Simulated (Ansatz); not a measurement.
# Converging the field response of a NaH (001) film, part 3 of 3

Aim: a convergence study of the equivalent conductor thickness of a NaH (001) film, with the cost of each setting.

Ansatz 0.2.0; plane-wave DFT, PBE, Ansatz PAW (the session's first sound run).

So far, equivalent conductor thickness p/(ε₀AE) (Å): step 2 (single point, setting first choice, PBE) 8.98; step 16 (single point, box 27.8 Å (run 8), PBE) 8.97; step 17 (single point, box 27.8 Å (run 9), PBE) 8.99; step 18 (single point, box 27.8 Å (run 10), PBE) 8.98; step 19 (LDA) 9.24.

**20. Run, box 27.8 Å (run 4)**

This step: plane-wave DFT, r2SCAN, Ansatz PAW (Ansatz 0.2.0).

Input file input.yaml:

```yaml
crystal:
  lattice:
    - [3.45068109, 0.0, 0.0]
    - [0.0, 3.45068109, 0.0]
    - [0.0, 0.0, 27.76]
  atoms:
    - { symbol: Na, position: [0.5, 0.5, 0.3242074928] }
    - { symbol: H, position: [0.0, 0.0, 0.3242074928] }
    - { symbol: Na, position: [0.0, 0.0, 0.4121037464] }
    - { symbol: H, position: [0.5, 0.5, 0.4121037464] }
    - { symbol: Na, position: [0.5, 0.5, 0.5] }
    - { symbol: H, position: [0.0, 0.0, 0.5] }
    - { symbol: Na, position: [0.0, 0.0, 0.5878962536] }
    - { symbol: H, position: [0.5, 0.5, 0.5878962536] }
    - { symbol: Na, position: [0.5, 0.5, 0.6757925072] }
    - { symbol: H, position: [0.0, 0.0, 0.6757925072] }
kpoints:
  mp_grid: { grid: [8, 8, 1] }
hamiltonian:
  xc: r2scan
scf:
  occupations: { method: fixed }
  convergence: { dr2_threshold: 1.0e-10 }
efield:
  axis: 3
  dipole_correction: true
  ramp_position: 0.97
  ramp_width: 0.06
  amplitude: 0.1
output:
  write_potential: true
  write_density: true
  volumetric_format: npy
```

Launch:

```console
$ ansatz run input.yaml --threads 2 --pin off --max-ram 3072MiB --backend cpu --events-out ev --progress --plain --runs-dir out
```

Numbers of over 12 decimals in the logs are rounded to 6 here.

Log:

```text
[...]
Crystal: 10 atoms, lattice volume = 330.544 Å³
Basis set: ecut = 500 eV, 8357 PW (Γ), exchange–correlation on 108×108×864 points (64 copies of the dense FFT grid, shifted against one another)
Bands: 35, of which v1, the nominal top of the filled ones, is band 25 counted from 1 (24 counted from 0)
Symmetry: 8 space group operations
k-points: 15 of 64
[...]
k-point 0: bands = [... 21 lower, -5.1843, -4.4537, -3.5976, -2.8205, 1.2549, 1.9261, 2.1604, 3.1086, ... 6 higher]
  k-point 1: bands = [... 21 lower, -5.0174, -4.3030, -3.4783, -2.7488, 1.4335, 2.1028, 2.3428, 3.2848, ... 6 higher]
  k-point 2: bands = [... 21 lower, -4.5422, -3.8896, -3.1857, -2.6274, 1.9229, 2.5614, 2.8684, 3.3843, ... 6 higher]
  k-point 14: bands = [... 21 lower, -2.4481, -2.3595, -2.3267, -2.0465, 2.9170, 2.9170, 3.4323, 3.4323, ... 6 higher]
[key lines of the parts left out:]
SCF converged after 11 iterations
Free energy (F): -7525.271099 eV
Fermi energy:    -2.046524 eV
Dipole field:    D = 0.031124 V/Å  (p = 0.056854 e·Å, saw-weighted, corrected)
```

Wall time 30 s (2 threads of Arm Neoverse V1, shared host); peak memory 1 GiB; 59 s of CPU time.

The dipole corresponds to a conductor 8.640 Å thick, -3.79 % from the first choice, at 3.1 times its CPU time.

**21. Single point, box 27.8 Å (run 12)**

This step: plane-wave DFT, PBE, norm-conserving (Ansatz 0.2.0).

input.yaml, as its differences from that of step 20:

```diff
@@ -19,3 +19,4 @@
 hamiltonian:
-  xc: r2scan
+  xc: pbe
+  pseudopotentials: { kind: nc }
 scf:
```

Log:

```text
[...]
Crystal: 10 atoms, lattice volume = 330.544 Å³
Basis set: ecut = 1197.300995 eV, 31073 PW (Γ)
Bands: 35, of which v1, the nominal top of the filled ones, is band 25 counted from 1 (24 counted from 0)
Symmetry: 8 space group operations
k-points: 15 of 64
[...]
k-point 0: bands = [... 21 lower, -4.9954, -4.2701, -3.4103, -2.6186, 0.9627, 1.5792, 2.0592, 2.9031, ... 6 higher]
  k-point 1: bands = [... 21 lower, -4.8296, -4.1190, -3.2881, -2.5430, 1.1344, 1.7456, 2.2434, 3.0577, ... 6 higher]
  k-point 2: bands = [... 21 lower, -4.3554, -3.7006, -2.9832, -2.4106, 1.5971, 2.1718, 2.7646, 3.0350, ... 6 higher]
  k-point 14: bands = [... 21 lower, -2.2250, -2.1282, -2.1069, -1.8430, 2.6152, 2.6152, 3.1032, 3.1032, ... 6 higher]
[key lines of the parts left out:]
SCF converged after 11 iterations
Free energy (F): -6300.701818 eV
Fermi energy:    -1.843025 eV
Dipole field:    D = 0.032389 V/Å  (p = 0.059164 e·Å, saw-weighted, corrected)
```

Wall time 44 s (2 threads); peak memory 1.4 GiB.

The dipole corresponds to a conductor 8.991 Å thick, +0.11 % from the first choice, at 4.6 times its CPU time.

**22. Run, box 27.8 Å (run 5)**

This step: plane-wave DFT, PBE, JTH PAW (Ansatz 0.2.0).

input.yaml, as its differences from that of step 21:

```diff
@@ -20,3 +20,3 @@
   xc: pbe
-  pseudopotentials: { kind: nc }
+  pseudopotentials: { kind: paw, source: jth }
 scf:
```

Log:

```text
[...]
k-point 0: bands = [... 21 lower, -4.9484, -4.2219, -3.3577, -2.5578, 1.0113, 1.6287, 2.1072, 2.9513, ... 6 higher]
  k-point 1: bands = [... 21 lower, -4.7827, -4.0709, -3.2357, -2.4828, 1.1832, 1.7954, 2.2915, 3.1082, ... 6 higher]
  k-point 2: bands = [... 21 lower, -4.3085, -3.6528, -2.9316, -2.3526, 1.6464, 2.2229, 2.8135, 3.0963, ... 6 higher]
  k-point 14: bands = [... 21 lower, -2.1597, -2.0656, -2.0418, -1.7791, 2.6614, 2.6614, 3.1544, 3.1544, ... 6 higher]
[key lines of the parts left out:]
SCF converged after 11 iterations
Free energy (F): -7513.117819 eV
Fermi energy:    -1.779104 eV
Dipole field:    D = 0.032357 V/Å  (p = 0.059107 e·Å, saw-weighted, corrected)
```

It took 71 s on 2 threads; peak memory 2 GiB; 2.4 min of CPU time.

The dipole corresponds to a conductor 8.982 Å thick, +0.02 % from the first choice, at 7.4 times its CPU time.

**23. The series together**

Times are for 2 threads of Arm Neoverse V1, shared host. The series side by side:

```tsv
no.	setting	equivalent conductor thickness p/(ε₀AE) (Å)	time	memory (GiB)
1	first choice	8.981	10 s	0.49
2	cutoff 250 eV	8.992	5.2 s	0.34
3	cutoff 330 eV	8.983	7.3 s	0.43
4	cutoff 600 eV	8.981	18 s	0.71
5	mesh 1x1	9.364	0.92 s	0.31
6	mesh 2x2	9.140	1.6 s	0.41
7	mesh 4x4	8.991	3.7 s	0.43
8	mesh 16x16	8.981	29 s	0.79
9	vacuum 10 Å	8.966	6.7 s	0.42
10	vacuum 14 Å	8.981	8.1 s	0.45
11	vacuum 26 Å	8.981	12 s	0.58
12	field 0.005 V/Å	8.979	9.4 s	0.50
13	field 0.03 V/Å	8.979	9.2 s	0.50
14	field 0.3 V/Å	8.995	9.3 s	0.50
15	SCF threshold 1e-04 eV	8.970	8.4 s	0.49
16	SCF threshold 1e-06 eV	8.990	9.5 s	0.49
17	SCF threshold 1e-08 eV	8.981	8.9 s	0.49
18	LDA, Ansatz PAW (420 eV)	9.235	9.4 s	0.49
19	r2SCAN, Ansatz PAW (500 eV)	8.640	30 s	1.0
20	PBE, norm-conserving (1197 eV)	8.991	44 s	1.4
21	PBE, JTH PAW (1440 eV)	8.982	71 s	2.0
```

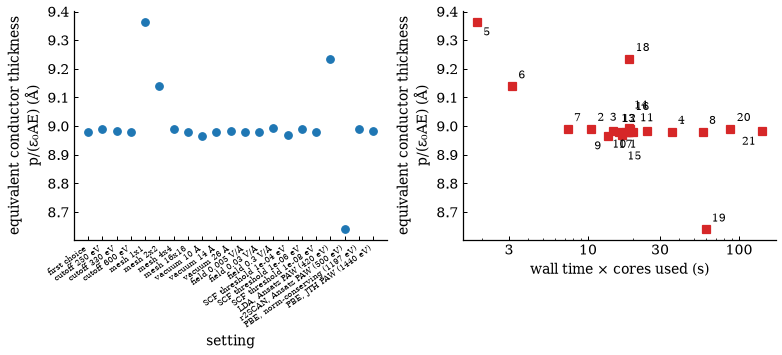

The series as plots; the last panel sets the first result against cost, with the runs numbered as in the table.

**24. Results**

```
equivalent conductor thickness, first choice                : 8.981 Å
equivalent conductor thickness, cutoff 600 eV               : 8.981 Å
equivalent conductor thickness, mesh 1x1                    : 9.364 Å
equivalent conductor thickness, mesh 2x2                    : 9.140 Å
equivalent conductor thickness, vacuum 26 Å                 : 8.981 Å
equivalent conductor thickness, LDA, Ansatz PAW (420 eV)    : 9.235 Å
equivalent conductor thickness, r2SCAN, Ansatz PAW (500 eV) : 8.640 Å
```

In words: The first choice gives 8.98 Å. Numerical settings off by more than 1 % against it: mesh 1x1 (+4.3 %) and mesh 2x2 (+1.8 %). The cheapest single change that stays within 0.5 % is mesh 4x4, at 36 % of the CPU time. Functionals and files move it by +2.8 % (LDA, Ansatz PAW (420 eV)), -3.8 % (r2SCAN, Ansatz PAW (500 eV)), +0.1 % (PBE, norm-conserving (1197 eV)) and under 0.1 % (PBE, JTH PAW (1440 eV)). The film is symmetric and its atoms are held, so the dipole is the electronic response to the field alone. Times of a few seconds on a shared host rank the settings only roughly. In 1 run of the series (vacuum 10 Å) the program warns that electrons reach the sawtooth's ramp, which makes dipole and work function less sure.

[Logs are printed without paths, hosts, clocks, repeated set-up lines and the standing remarks that a program may print on its own settings, such as how far it seeks lower states.]

[Hosts, paths, dates, database ids (printed as entryN), source tags and the programs' standing remarks are cut or masked in the printed files.]

[Maps of the electrostatic potential energy from Ansatz leave out the sawtooth potential of an applied field or a dipole correction, so their vacuum need not be flat; planar profiles and work functions include it.]
